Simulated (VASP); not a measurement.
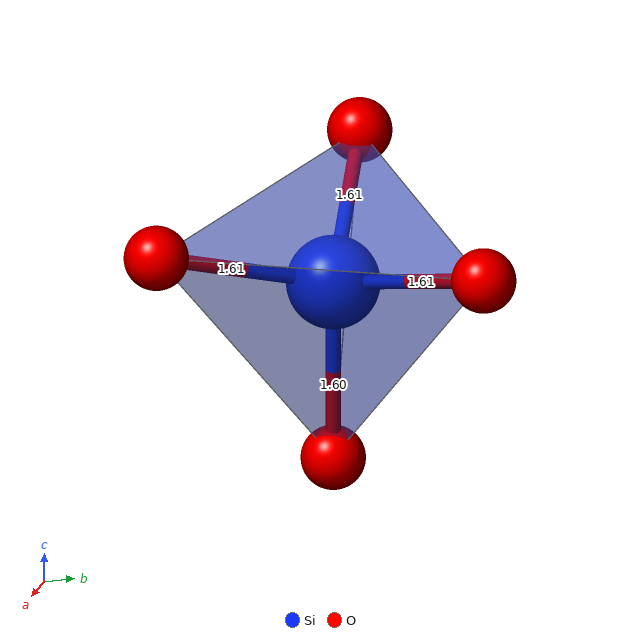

The SiO4 unit about Si in SiO2. Origin: the end point of a relaxation with VASP 6.6.1, VASP Kohn-Sham DFT of a periodic cell, LDA, VASP PAW LDA potentials, recommended.

SiO2, space group P6_322 (No. 182), a = 5.011 Å, b = 5.011 Å, c = 8.545 Å, α = 90.00°, β = 90.00°, γ = 120.00°

| site | Wyckoff | x | y | z |
| --- | --- | --- | --- | --- |
| Si | 4f | 0.3333 | 0.6667 | 0.4370 |
| O1 | 6g | 0.4108 | 0.0000 | 0.0000 |
| O2 | 2c | 0.3333 | 0.6667 | 0.2500 |

Question: Give the distortion indices.

Answer: It is closest to the tetrahedron.

| measure | value |
| --- | --- |
| mean bond length | 1.605 Å |
| bond-length distortion index (Baur) | 0.002 |
| effective coordination number (Hoppe) | 4.00 |
| shape measure against the tetrahedron | 0.00 |
| shape measure against the see-saw | 9.79 |
| centre off the ligands' centroid by | 0.00 Å |
| polyhedral volume | 2.12 Å³ |
| quadratic elongation | 1.000 |
| bond-angle variance | 0.0 deg² |
| τ4 | 1.00 |
